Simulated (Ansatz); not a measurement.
# Geometry relaxation of Rh

Rh (R-3m, 1 atom in the cell), computed with DFT PBEsol, scalar-relativistic, plane waves, PAW, no spin polarisation (Ansatz 0.2.0).

The structure derives from an entry of the Crystallography Open Database. It belongs to a series of runs on one base structure; here: film's bulk on the substrate's plane, third vector and atoms relaxed. Figures and captions count atoms from 1; the log counts them from 0 in places.

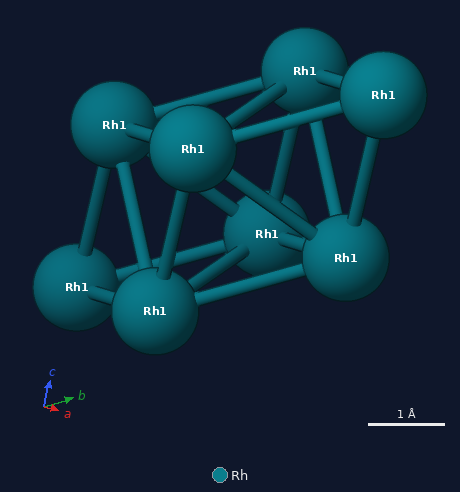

Fig. 1: The structure as given in the input (ball-and-stick view of the reduced cell, seen slightly off an axis; atoms are numbered from 1 in the order of the input). An atom can appear more than once, as a periodic image. Near neighbours in the periodic cell (some may lie outside the picture): Rh has 12 Rh at 2.66 to 2.71 Å.

Input:
```yaml
crystal:
  lattice:
    - [2.7083818991, 0.0, 0.0]
    - [-1.3541909495, 2.3455275278, 0.0]
    - [1.3541909495, 0.7818425093, 2.1480763954]
  atoms:
    - { symbol: Rh, position: [0.0, 0.0, 0.0] }
basis:
  ecutwfc: 420
kpoints:
  mp_grid: { grid: [15, 15, 16] }
hamiltonian:
  xc: pbesol
scf:
  occupations: { method: gaussian, width: 0.1 }
output:
  forces: true
  stress: true
  eigenvalues: true
relax:
  adjacent_minimum: "off"
  f_tol: 0.01
  max_steps: 50
  cell: { fix: [a, b, gamma], stress_tol: 0.1 }
```

Run on 2 threads of Intel Xeon @ 2.90GHz (Ice Lake), 192 GiB of memory available, shared host.

Run as:
```bash
ansatz run input.yaml --threads 2 --pin off --max-ram 5120MiB --backend cpu --events-out ev --progress --plain --runs-dir out
```

Output:
```
Warning: crystal.symmetry: narrowed to the stabiliser of the k-point mesh — unitary ops 12 → 4; excluded 8 operations that carry a point of the 15×15×16 mesh (shift [0, 0, 0]) off the mesh (the run samples exactly the mesh kpoints.mp_grid names, as under crystal.symmetry.detect: false, and its converged state has the mesh's symmetry, not the crystal's; ε∞, the Born charges and the force constants of a linear response (`dielectric:` by the response, `phonons.method: dfpt`) are averaged over those of the crystal's operations that the state keeps within a tolerance, where `mesh_tensors`, `unaveraged_element` or `gamma_mean_max_change_ev_ang2` stands beside them; a row that `dielectric.field_direction` solves alone is averaged likewise, with nothing beside; a Γ-centred mesh of equal divisions is mapped onto itself by every operation and keeps the whole group, as does a half-shifted one under kpoints.further_shifts: images)
Engine: ansatz 0.2.0, x86_64-unknown-linux-gnu
Pseudopotentials: kind: paw
Pseudopotential: Rh, paw, valence charge 17, recommended cutoff 420 eV (normal), Rh.paw.azcp
Functional definition: PBEsol
  exchange = pbesol_x
  correlation = pbesol_c
Crystal: 1 atoms, lattice volume = 13.646 Å³
Basis set: ecut = 420 eV, 271 PW (Γ), exchange–correlation on 40×40×36 points (8 copies of the dense FFT grid, shifted against one another)
Bands: 13, of which v1, the nominal top of the filled ones, is band 9 counted from 1 (8 counted from 0)
Symmetry: 4 space group operations
k-points: 968 of 3600
Non-local potential: Rh, projectors of the file, l = 0: 3, l = 1: 2, l = 2: 2, l = 3: 1
PAW form: soft (Blöchl's): semilocal exchange-correlation on the pseudo side does not see the compensation charge
PAW frozen core: Rh, regenerated for the run's functional, and the local potential with it (the file was generated under x = pbe(κ = 0.804, μ = 0.2195149727645171), c = pbe(β = 0.06672455060314922))
PAW one-centre angular grid: Rh, 590 points (default); XC on 64 Gauss nodes
Initial density: superposition of atomic densities (neutral atoms: chi_scale 0, normalization atom), corrected by the library's trained network
Initial wavefunctions: pseudopotential atomic-orbital guess
Functional: x = pbesol(κ = 0.804, μ = 0.12345679012345678), c = pbesol(β = 0.046)
SCF iter   1: F=—  HF=-6338.741237 eV  |F-HF|=—  |Δ(HF+E_count)|=         —  Δρ=1.04e-2  dr2=1.12e-2  ethr=1.77e-3  ⟨swp⟩=4.9  Hψ=69362  notcnv=0
preconditioner: auto → none  [metal: Δε(μ)=0.002 eV  Ē_g=14.039 eV  σ=0.100 eV  W_gap=0.01  n_scr=0 (ndim 8)  ℏωp=30.2 eV  f_vac=0.000  D(μ)=1.39/eV (n_scr^D=14)]
SCF iter   2: F=—  HF=-6338.738112 eV  |F-HF|=—  |Δ(HF+E_count)|=   3.12e-3  Δρ=3.94e-3  dr2=1.13e-3  ethr=6.57e-5  ⟨swp⟩=2.7  Hψ=28121  notcnv=0  defer=57
SCF iter   3: F=—  HF=-6338.737781 eV  |F-HF|=—  |Δ(HF+E_count)|=   3.32e-4  Δρ=1.58e-3  dr2=5.86e-5  ethr=6.65e-6  ⟨swp⟩=2.4  Hψ=18237  notcnv=0  defer=57
SCF iter   4: F=—  HF=-6338.737767 eV  |F-HF|=—  |Δ(HF+E_count)|=   1.42e-5  Δρ=1.44e-4  dr2=7.92e-7  ethr=3.45e-7  ⟨swp⟩=2.0  Hψ=20536  notcnv=0  defer=57
iter 5 did not close the SCF: its close was put off for the readings that it lacked (scf_convergence_deferred on its scf_iter line)
SCF iter   5: F=-6338.737767 eV  HF=-6338.737767 eV  |F-HF|=9.57e-9  |Δ(HF+E_count)|=   3.97e-8  Δρ=4.42e-5  dr2=5.90e-8  ethr=4.66e-9  ⟨swp⟩=2.0  Hψ=19178  notcnv=0  defer=57
SCF iter   6: F=-6338.737767 eV  HF=-6338.737767 eV  |F-HF|=2.07e-9  |Δ(HF+E_count)|=   1.44e-8  Δρ=9.62e-6  dr2=3.57e-9  ethr=3.47e-10  ⟨swp⟩=3.3  Hψ=43501  notcnv=0
SCF 1 converged in 6 iterations: F = -6338.737767 eV  dr2 = 3.57e-9
  greatest PAW one-centre occupation: 1.000 electrons in one spin orbital (limit 2), on the Rh atom at site 0 (counted from 0), in its partial waves of l = 0
relax step   1: F+E_penalty+E_count = -6338.73776661 eV  Δ(F+E_penalty+E_count) = +0.000e0 eV  max|allowed force component| = 0.000e0 eV/Å  Δτ_max = 0.0000 Å  P = -2.708 GPa  Ω = 13.646 Å³  fix = [a, b, gamma]  reactions: a -8.032, b -5.379 GPa; gamma +1.532 GPa/rad  (6 SCF iters, dr2 threshold 1.00e-7 eV, accepted)
Crystal: 1 atoms, lattice volume = 13.839 Å³
Basis set: ecut = 420 eV, 283 PW (Γ), exchange–correlation on 40×40×36 points (8 copies of the dense FFT grid, shifted against one another)
Initial density: handed on by an earlier stage of this run
Initial wavefunctions: those handed on with the density
iter 1 solved again at ethr=1.45e-6 eV; its pass at ethr=3.10e-3 eV (dr2=2.46e-4 eV) is discarded
SCF iter   1: F=—  HF=-6338.739158 eV  |F-HF|=—  |Δ(HF+E_count)|=         —  Δρ=2.60e-3  dr2=3.33e-4  ethr=1.45e-6  ⟨swp⟩=2.0  Hψ=93167  notcnv=0
preconditioner: auto → none  [metal: Δε(μ)=0.001 eV  Ē_g=13.910 eV  σ=0.100 eV  W_gap=0.01  n_scr=0 (ndim 8)  ℏωp=29.9 eV  f_vac=0.000  D(μ)=1.43/eV (n_scr^D=14)]
SCF iter   2: F=—  HF=-6338.739093 eV  |F-HF|=—  |Δ(HF+E_count)|=   6.54e-5  Δρ=9.64e-4  dr2=3.52e-5  ethr=1.45e-6  ⟨swp⟩=2.3  Hψ=18214  notcnv=0
SCF iter   3: F=—  HF=-6338.739089 eV  |F-HF|=—  |Δ(HF+E_count)|=   3.80e-6  Δρ=4.07e-4  dr2=5.82e-6  ethr=2.07e-7  ⟨swp⟩=2.8  Hψ=20005  notcnv=0
SCF iter   4: F=—  HF=-6338.739090 eV  |F-HF|=—  |Δ(HF+E_count)|=   4.80e-7  Δρ=1.46e-4  dr2=5.68e-7  ethr=3.42e-8  ⟨swp⟩=1.0  Hψ=12645  notcnv=0
SCF iter   5: F=-6338.739090 eV  HF=-6338.739090 eV  |F-HF|=5.92e-9  |Δ(HF+E_count)|=   1.03e-7  Δρ=2.04e-5  dr2=1.09e-8  ethr=5.88e-10  ⟨swp⟩=4.1  Hψ=42643  notcnv=0
SCF 2 converged in 5 iterations: F = -6338.739090 eV  dr2 = 1.09e-8
relax step   2: F+E_penalty+E_count = -6338.73908987 eV  Δ(F+E_penalty+E_count) = -1.323e-3 eV  max|allowed force component| = 0.000e0 eV/Å  Δτ_max = 0.0000 Å  P = -6.748 GPa  Ω = 13.839 Å³  energy of the carried Pulay correction = -1.123e-4 eV  fix = [a, b, gamma]  reactions: a -10.441, b -7.043 GPa; gamma +1.962 GPa/rad  (5 SCF iters, dr2 threshold 1.00e-7 eV, accepted)
Crystal: 1 atoms, lattice volume = 13.773 Å³
iter 1 solved again at ethr=4.56e-7 eV; its pass at ethr=3.10e-3 eV (dr2=7.75e-5 eV) is discarded
SCF iter   1: F=—  HF=-6338.739732 eV  |F-HF|=—  |Δ(HF+E_count)|=         —  Δρ=8.67e-4  dr2=3.91e-5  ethr=4.56e-7  ⟨swp⟩=2.2  Hψ=84154  notcnv=0
preconditioner: auto → none  [metal: Δε(μ)=0.001 eV  Ē_g=13.958 eV  σ=0.100 eV  W_gap=0.01  n_scr=0 (ndim 8)  ℏωp=30.0 eV  f_vac=0.000  D(μ)=1.43/eV (n_scr^D=14)]
SCF iter   2: F=—  HF=-6338.739724 eV  |F-HF|=—  |Δ(HF+E_count)|=   8.20e-6  Δρ=3.31e-4  dr2=4.34e-6  ethr=2.30e-7  ⟨swp⟩=2.3  Hψ=18153  notcnv=0
SCF iter   3: F=—  HF=-6338.739723 eV  |F-HF|=—  |Δ(HF+E_count)|=   6.06e-7  Δρ=1.42e-4  dr2=6.83e-7  ethr=2.55e-8  ⟨swp⟩=2.6  Hψ=19836  notcnv=0
SCF iter   4: F=—  HF=-6338.739723 eV  |F-HF|=—  |Δ(HF+E_count)|=   4.51e-8  Δρ=7.19e-5  dr2=1.43e-7  ethr=4.02e-9  ⟨swp⟩=1.0  Hψ=12584  notcnv=0
SCF iter   5: F=-6338.739723 eV  HF=-6338.739723 eV  |F-HF|=8.28e-10  |Δ(HF+E_count)|=   5.69e-9  Δρ=1.56e-5  dr2=6.49e-9  ethr=5.88e-10  ⟨swp⟩=3.4  Hψ=33561  notcnv=0
SCF 3 converged in 5 iterations: F = -6338.739723 eV  dr2 = 6.49e-9
relax step   3: F+E_penalty+E_count = -6338.73972305 eV  Δ(F+E_penalty+E_count) = -6.332e-4 eV  max|allowed force component| = 0.000e0 eV/Å  Δτ_max = 0.0000 Å  P = -5.418 GPa  Ω = 13.773 Å³  energy of the carried Pulay correction = -7.397e-5 eV  fix = [a, b, gamma]  reactions: a -9.655, b -6.499 GPa; gamma +1.822 GPa/rad  (5 SCF iters, dr2 threshold 1.00e-7 eV, accepted)
Initial wavefunctions: pseudopotential atomic-orbital guess (no wavefunctions were taken with the density)
iter 1 solved again at ethr=1.33e-8 eV; its pass at ethr=3.10e-3 eV (dr2=2.26e-6 eV) is discarded
SCF iter   1: F=—  HF=-6338.739796 eV  |F-HF|=—  |Δ(HF+E_count)|=         —  Δρ=2.00e-4  dr2=1.22e-7  ethr=1.33e-8  ⟨swp⟩=3.2  Hψ=105688  notcnv=0
preconditioner: auto → none  [metal: Δε(μ)=0.002 eV  Ē_g=13.959 eV  σ=0.100 eV  W_gap=0.01  n_scr=0 (ndim 8)  ℏωp=30.0 eV  f_vac=0.000  D(μ)=1.43/eV (n_scr^D=14)]
SCF iter   2: F=—  HF=-6338.739798 eV  |F-HF|=—  |Δ(HF+E_count)|=   1.74e-6  Δρ=1.00e-4  dr2=3.04e-8  ethr=7.17e-10  ⟨swp⟩=1.0  Hψ=12584  notcnv=0
SCF iter   3: F=—  HF=-6338.739799 eV  |F-HF|=—  |Δ(HF+E_count)|=   5.17e-7  Δρ=5.36e-6  dr2=3.17e-9  ethr=1.79e-10  ⟨swp⟩=1.0  Hψ=12584  notcnv=0
SCF iter   4: F=-6338.739799 eV  HF=-6338.739799 eV  |F-HF|=0.00e0  |Δ(HF+E_count)|=  8.44e-10  Δρ=3.30e-7  dr2=3.24e-12  ethr=1.00e-12  ⟨swp⟩=3.0  Hψ=50771  notcnv=0
SCF 4 converged in 4 iterations: F = -6338.739799 eV  dr2 = 3.24e-12
relax step   4: F+E_penalty+E_count = -6338.73979852 eV  Δ(F+E_penalty+E_count) = -7.547e-5 eV  max|allowed force component| = 0.000e0 eV/Å  Δτ_max = 0.0000 Å  P = -5.418 GPa  Ω = 13.773 Å³  fix = [a, b, gamma]  reactions: a -9.657, b -6.500 GPa; gamma +1.823 GPa/rad  stress off target by 9.76e-2 GPa on what of the cell is left free  SCF on the basis re-selected at this cell (its energy is not comparable with the rows above)  (4 SCF iters)
```

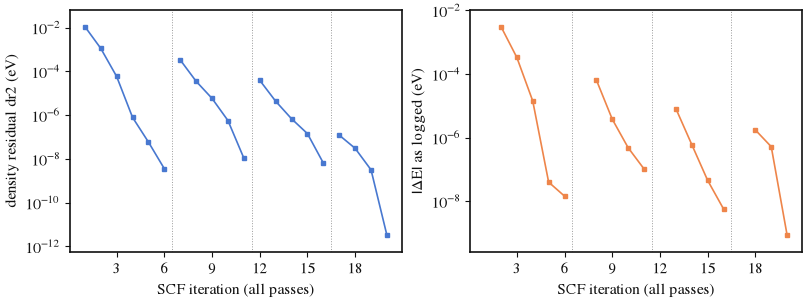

Fig. 2: Convergence of the self-consistent field: density residual dr2 and size of the energy change against the SCF iteration. The dotted lines part the SCF passes of the relaxation: geometry steps, rejected trials and re-solves on a re-selected basis. The passes take 6, 5, 5 and 4 iterations.

```
basis re-selected at this cell: Δ(F+E_penalty+E_count) = -7.547e-5 eV, ΔP = -0.000 GPa vs the last step (what re-selecting the basis moved, of the pressure what is left beyond the Pulay correction that the steps carried, after the strain that the cell walked since its last selection, with what the two solves' SCF thresholds leave and, on support functions, any second-order correction that the steps lacked; it is no measure of the basis error at this ecutwfc). This SCF's stress stands 9.76e-2 GPa from its target on what of the cell is left free (relax.cell.stress_tol is 1.00e-1 GPa) and its largest allowed force component is 0.00e0 eV/Å (relax.f_tol is 1.00e-2 eV/Å): within both
SCF converged after 4 iterations
Free energy (F): -6338.739799 eV
Harris-Foulkes:  -6338.739799 eV  (|F-HF|=0.00e0)
Internal energy: -6338.732650 eV  (E = F + TS)
E sigma→0 (E₀):  -6338.736224 eV
Entropy (-TS):   -0.007149 eV (-7.149 meV/atom)
Fermi energy:    22.197713 eV
--- Per-component energies (eV) ---
  E_band       = -88.383637
  E_kinetic    = 572.982833
  E_local      = -1565.588270  (includes V_loc(G=0)·N_el)
  E_nonlocal   = 356.263507
  E_hartree    = 548.696963
  E_xc         = -220.554059
  E_vxc        = -277.887925  (∫ρ·V_xc dr)
  E_paw        = -3523.765591  (= ΣΔE_a)
  E_vpaw       = -271.548496  (= ΣTr[D̂ρ^β])
  E_aug_tail   = 0.000813  (compensation charges beyond the density's cutoff)
  E_ewald      = -2507.045045
  E_core_change = 0.276200  (= ΣΔE_core)
  E_smearing   = -0.007149  (= −TS)
  E_closure    = -0.000000  (closes the sum)
  Σ components = -6338.739799   (vs F -6338.739799, Δ=0.00e0)
--- Forces (eV/Å), atoms counted from 1 ---
  atom   1  Rh     0.00000000     0.00000000    -0.00000000
  max |Σ_I F_I| component: 6.16e-33 eV/Å
--- Stress (GPa, compression-positive) ---
       -8.055179       0.040323       0.002505
        0.040323      -8.101739       0.001446
        0.002505       0.001446      -0.097516
  P = ⅓ Tr σ = -5.4181 GPa (-54.181 kbar)
--- Band table (eV; the first three rows and the last of 968) ---
  k-point 0: bands = ["-56.6244", "-24.1178", "-24.1152", "-24.1054", "14.1504", "19.0102", "19.0113", "19.2625", "21.2106", "21.2110", "37.9215", "43.0419", "43.0425"]
  k-point 1: bands = ["-56.6198", "-24.1357", "-24.1222", "-24.1195", "14.3128", "19.0820", "19.0831", "19.1832", "21.1658", "21.1663", "38.1637", "42.7790", "43.2747"]
  k-point 2: bands = ["-56.6066", "-24.2216", "-24.1346", "-24.1319", "14.7727", "18.9929", "19.2667", "19.2676", "21.0707", "21.0715", "38.7943", "41.0752", "43.9417"]
  k-point 967: bands = ["-56.5129", "-24.8306", "-24.2241", "-24.2159", "16.1286", "18.8094", "19.2673", "21.6684", "22.8047", "23.8859", "30.6338", "37.6820", "42.5825"]
--- Relaxed structure (3 steps of the walk, 3 accepted, 1 SCFs on fresh bases) ---
  F+E_penalty+E_count = -6338.73979852 eV   max|allowed force component| = 0.000e0 eV/Å   (the final SCF, on the basis selected at the relaxed cell)
  cell:  # Å, volume = 13.7728 Å³
    - [2.708381896956172, -1.2764282892374217e-9, -0.0001081884152532011]
    - [-1.3541909495335038, 2.3455275277997045, -3.921270532892754e-11]
    - [1.3541051414819008, 0.7817929679626322, 2.1679932133646944]
  atoms:
    - { symbol: Rh, position: [0.0, 0.0, 0.0] }
```

Trajectory as extended XYZ (Å, eV, eV/Å), 4 frames, from step=1 to step=4:
```
1
Lattice="2.7084 0.0000 0.0000 -1.3542 2.3455 0.0000 1.3542 0.7818 2.1481" Properties=species:S:1:pos:R:3:forces:R:3 step=1 energy=-6338.73777 pressure_GPa=-2.71
Rh    0.0000    0.0000    0.0000    0.0000   0.0000   0.0000
1
Lattice="2.7084 0.0000 -0.0003 -1.3542 2.3455 0.0000 1.3540 0.7817 2.1783" Properties=species:S:1:pos:R:3:forces:R:3 step=2 energy=-6338.73909 pressure_GPa=-6.75
Rh    0.0000    0.0000    0.0000    0.0000   0.0000   0.0000
1
Lattice="2.7084 0.0000 -0.0001 -1.3542 2.3455 0.0000 1.3541 0.7818 2.1680" Properties=species:S:1:pos:R:3:forces:R:3 step=3 energy=-6338.73972 pressure_GPa=-5.42
Rh    0.0000    0.0000    0.0000    0.0000   0.0000   0.0000
1
Lattice="2.7084 0.0000 -0.0001 -1.3542 2.3455 0.0000 1.3541 0.7818 2.1680" Properties=species:S:1:pos:R:3:forces:R:3 step=4 energy=-6338.73980 pressure_GPa=-5.42
Rh    0.0000    0.0000    0.0000    0.0000   0.0000   0.0000
```

Results in brief:

```tsv
quantity	value
outcome	converged
space group (tolerance 0.01 Å)	R-3m (166)
electrons treated	17
free energy	−6338.7398 eV
Fermi energy	22.198 eV
gap on the k-point mesh	none (metallic)
pressure	−5.42 GPa
final volume	13.77 Å³
largest force (length of the vector) at the end	under 0.001 eV/Å
final cell	a = 2.708 Å, b = 2.708 Å, c = 2.673 Å, α = 90.00°, β = 59.57°, γ = 120.00°
wall time	20 s (CPU time 39 s)
peak memory	0.53 GiB
```

Warnings of the run: the k-point mesh lowers the symmetry that the run can use.
